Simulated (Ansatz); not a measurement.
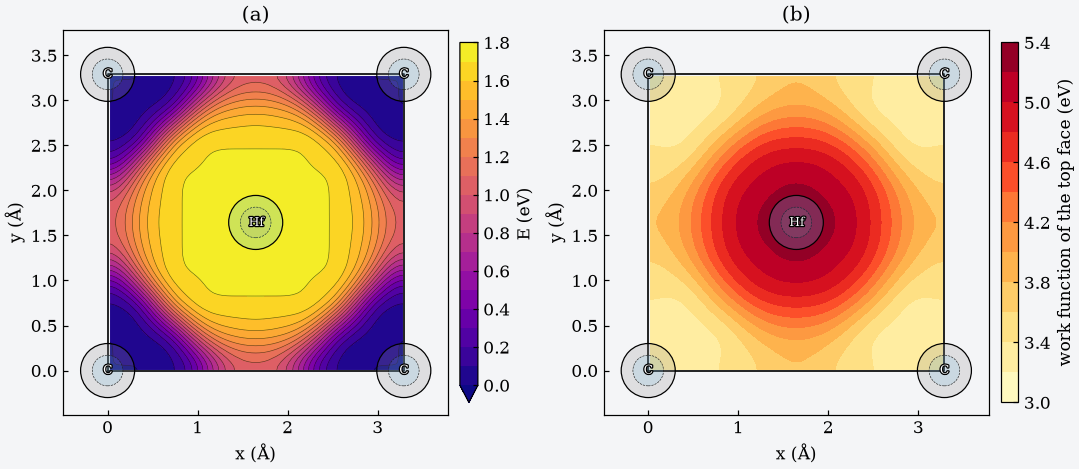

H on a HfC(100) slab cut from the Fm-3m phase, its upper half relaxed before the scan (24 atoms of substrate and one adsorbate in a 2 × 2 cell). 
- H is moved over the surface cell; relaxed at each place: the height of the adsorbate's atoms; substrate rigid; the origin of the map has the adsorbate above C21.
- Places are given modulo a cell vector. The map is drawn in real space over the plane of the surface.
- The grid has 8 × 8 points; 15 points were computed and 49 follow by symmetry.
- Places are given in fractions of the 1 × 1 surface cell.
- All energies are given in eV relative to the lowest grid point.
- Level of theory: DFT PBE, scalar-relativistic, plane waves, PAW in Ansatz 0.2.0. Settings: cutoff 420 eV, k-mesh 4×4×1, gaussian smearing 0.1 eV, no spin polarisation.

Panel (a) is the energy and panel (b) the computed work function of the top face on the same grid.

Drawn: filled contours, labelled circles for the atoms of the top layer and small ones for the second layer, the outline of one cell of the plane. Between grid points the surface is interpolated.

### How does the work function of the top face vary over the map, and what is it at the lowest grid point?

It runs from 3.20 eV at the top site over a surface C atom, (0/8, 0/8) of the cell vectors to 5.35 eV at the top site over a surface Hf atom, (4/8, 4/8) of the cell vectors. At the lowest grid point, the top site over a surface C atom, (0/8, 0/8) of the cell vectors, it is 3.20 eV.

```csv
"second ↓, first →",0/8,1/8,2/8,3/8,4/8,5/8,6/8,7/8
7/8,3.26,3.31,3.46,3.90,4.09,3.90,3.46,3.31
6/8,3.41,3.46,4.05,4.63,4.79,4.63,4.05,3.46
5/8,3.61,3.90,4.63,5.07,5.21,5.07,4.63,3.90
4/8,3.78,4.09,4.79,5.21,5.35,5.21,4.79,4.09
3/8,3.61,3.90,4.63,5.07,5.21,5.07,4.63,3.90
2/8,3.41,3.46,4.05,4.63,4.79,4.63,4.05,3.46
1/8,3.26,3.31,3.46,3.90,4.09,3.90,3.46,3.31
0/8,3.20,3.26,3.41,3.61,3.78,3.61,3.41,3.26
```
